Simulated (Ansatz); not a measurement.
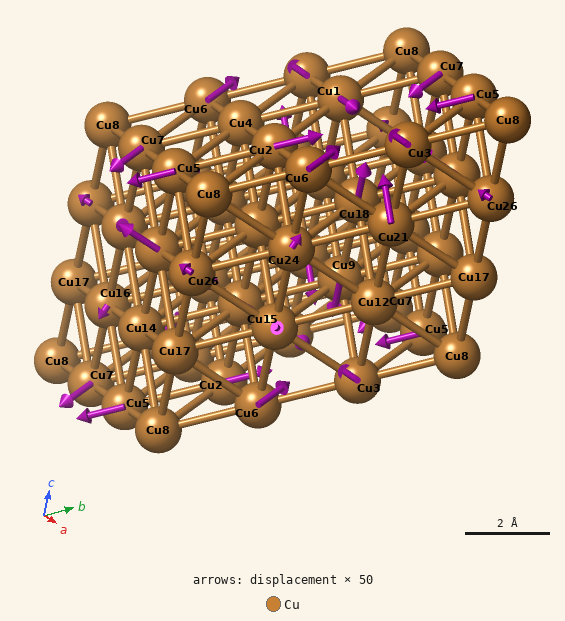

This is a relaxation of a defect cell of composition Cu. The starting structure is drawn; purple arrows show the displacements, magnified 50 times.

The picture is a ball-and-stick view of the cell of the calculation, seen slightly off an axis.

Case: Cu vacancy (site a), charge +0, atoms relaxed at the host's cell.

All numbers below come from DFT PBE, scalar-relativistic, plane waves, PAW in Ansatz 0.2.0. (plane-wave cutoff 420 eV; k-point mesh 4 × 4 × 4; occupations gaussian; smearing width 0.1 eV; no spin polarisation; atoms relaxed in a fixed cell; force threshold 0.025 eV/Å; at most 45 steps)

> Describe the change and its energy.

The energy falls by 32.6 meV per cell of the calculation in 2 geometry steps. The largest force component goes from 0.14 to 0.0018 eV/Å. The largest moves, 0.025 Å, are those of Cu atoms. The cell doesn't change. Near-neighbour distances that change, for instance: Cu–Cu 2.567 → 2.617 Å, Cu–Cu 2.567 → 2.542 Å, Cu–Cu 2.567 → 2.579 Å.

Limits of the set-up: the periodic images lie only 7.7 Å apart, so the values are limited by the cell's size.
